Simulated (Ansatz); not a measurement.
Input

```
crystal:
  lattice:
    - [-4.3567947893, 4.3567947893, -4.3567947893]
    - [4.3567947893, 4.3567947893, 4.3567947893]
    - [4.3567947893, -4.3567947893, -4.3567947893]
  atoms:
    - { symbol: Si, position: [0.2493223988, 0.2541749322, 0.7490229502], spin: 0.5 }
    - { symbol: Si, position: [0.0, 0.5, 0.75] }
    - { symbol: Si, position: [0.5030522911, 0.2575149023, 0.5008569582], spin: 0.5 }
    - { symbol: Si, position: [0.75, 0.75, 0.75] }
    - { symbol: Si, position: [0.2460571672, 0.4949177277, 0.5008258159], spin: 0.5 }
    - { symbol: Si, position: [0.5, 0.0, 0.75] }
    - { symbol: Si, position: [0.0, 0.75, 0.5] }
    - { symbol: Si, position: [0.75, 0.25, 0.25] }
    - { symbol: Si, position: [0.5, 0.5, 0.25] }
    - { symbol: Si, position: [0.75, 0.0, 0.5] }
    - { symbol: Si, position: [0.0, 0.25, 0.0] }
    - { symbol: Si, position: [0.25, 0.75, 0.25] }
    - { symbol: Si, position: [0.0048794952, -0.0003792769, 0.2481021776], spin: 0.5 }
    - { symbol: Si, position: [0.75, 0.5, 0.0] }
    - { symbol: Si, position: [0.5, 0.75, 0.0] }
    - { symbol: Si, position: [0.25, 0.0, 0.0] }
    - { symbol: C, position: [0.0, 0.5, 0.5] }
    - { symbol: C, position: [0.5, 0.25, 0.25] }
    - { symbol: C, position: [0.75, 0.75, 0.5] }
    - { symbol: C, position: [0.25, 0.5, 0.25] }
    - { symbol: C, position: [0.5, 0.0, 0.5] }
    - { symbol: C, position: [0.0, 0.75, 0.25] }
    - { symbol: C, position: [0.75, 0.25, 0.0] }
    - { symbol: C, position: [0.5, 0.5, 0.0] }
    - { symbol: C, position: [0.75, 0.0, 0.25] }
    - { symbol: C, position: [0.0, 0.25, 0.75] }
    - { symbol: C, position: [0.25, 0.75, 0.0] }
    - { symbol: C, position: [0.0, 0.0, 0.0] }
    - { symbol: C, position: [0.75, 0.5, 0.75] }
    - { symbol: C, position: [0.5, 0.75, 0.75] }
    - { symbol: C, position: [0.25, 0.0, 0.75] }
  host:
    lattice:
      - [0.0, 2.1783973946, 2.1783973946]
      - [2.1783973946, 0.0, 2.1783973946]
      - [2.1783973946, 2.1783973946, 0.0]
    atoms:
      - { symbol: Si, position: [0.25, 0.25, 0.25] }
      - { symbol: C, position: [0.0, 0.0, 0.0] }
basis:
  ecutwfc: 420
  xc_grid: 2
kpoints:
  mp_grid: { grid: [2, 2, 2], shift: [0.5, 0.5, 0.5] }
hamiltonian:
  xc: pbesol
scf:
  occupations: { method: gaussian, width: 0.02 }
  lower_state_search: "off"
output:
  forces: true
  stress: false
  eigenvalues: true
  populations: true
  charged_corrections:
    defect_position: [0.25, 0.25, 0.5]
    epsilon: [[10.4361, 0.0, 0.0], [0.0, 10.4361, 0.0], [0.0, 0.0, 10.4361]]
  write_density: true
  write_potential: true
  elf: true
  volumetric_format: npy
magnetization:
  spin_polarized: true
relax:
  adjacent_minimum: "off"
  f_tol: 0.03
  max_steps: 40
```

Launched as:

```sh
ansatz run input.yaml --threads 8 --pin off --max-ram 16384MiB --backend cpu --events-out ev --progress --plain --runs-dir out
```

The fields are those of the run's last geometry, not of the input's.

Spin-polarised.

Theory: DFT PBEsol, scalar-relativistic, plane waves, PAW (Ansatz 0.2.0).

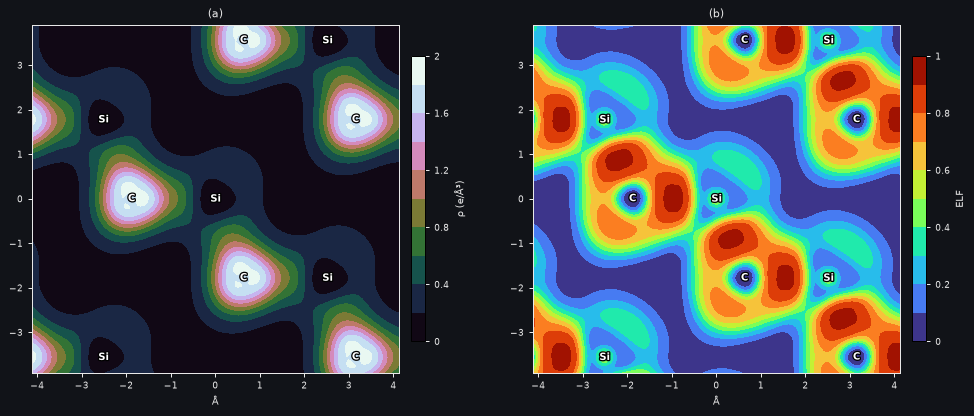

Si16C15 (cell with a defect). (a) valence electron density; (b) ELF on the (100) plane of the calculation cell.

In a PAW calculation such maps are meaningful between the atoms, not at the nuclei.

Q: What do the fields say about this system?

A: The section cuts through Si and C sites. Si–C (1.88 Å): ρ is about 0.88 e/Å³ halfway; the ELF peaks at about 0.95 between the atoms. Between the atoms the lowest density in this plane is 0.05 e/Å³.
